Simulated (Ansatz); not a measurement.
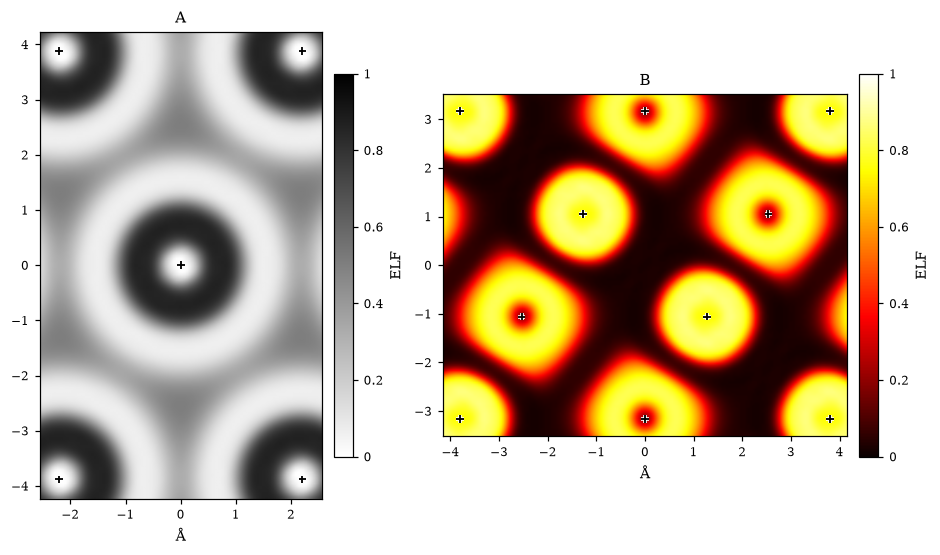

The electron localisation function of 2 systems, each on a plane through atoms (crosses mark nuclei in the plane).

Theory: Ansatz, DFT PBE, scalar-relativistic, plane waves, PAW.

System 1: CaO, the (110) plane of the conventional cell. Space group R-3m; computed pressure about −5 GPa in this cell.

```xyz
6
Lattice="2.5853 0.0000 -2.5853 -2.5853 2.5853 0.0000 4.3951 4.3951 4.3951" Properties=species:S:1:pos:R:3 pbc="T T T"
Ca    0.0000    0.0000    0.0000
Ca    2.3268    2.3268   -0.2586
Ca    2.0683    4.6536    2.0683
O    -0.1293    2.4561   -0.1292
O     2.1975    2.1975    2.1975
O     4.5243    4.5243    1.9390
```

System 2: Sr, the (101̄) plane of the conventional cell. Space group I4/mmm; changed on purpose from its base cell (strain +0.025 along x and y, +0.050 along z, atoms carried along).

```cif
data_structure
_symmetry_space_group_name_H-M 'P 1'
_symmetry_Int_Tables_number 1
_cell_length_a 4.4101
_cell_length_b 4.4101
_cell_length_c 6.3889
_cell_angle_alpha 90.000
_cell_angle_beta 90.000
_cell_angle_gamma 90.000
_cell_volume 124.26
loop_
_atom_site_label
_atom_site_type_symbol
_atom_site_fract_x
_atom_site_fract_y
_atom_site_fract_z
_atom_site_occupancy
Sr1 Sr 0.00000 0.00000 0.00000 1
Sr2 Sr 0.50000 0.50000 0.50000 1
```

> Match each panel to its system.

Panel A is system 2, Sr: the plane holds Sr. Sr–Sr (4.41 Å): the ELF is about 0.30 at the midpoint; no localised pair shows between them. Panel B is system 1, CaO: the plane holds Ca and O. Ca–O (2.46 Å): the ELF is about 0.10 at the midpoint: a largely ionic contact.
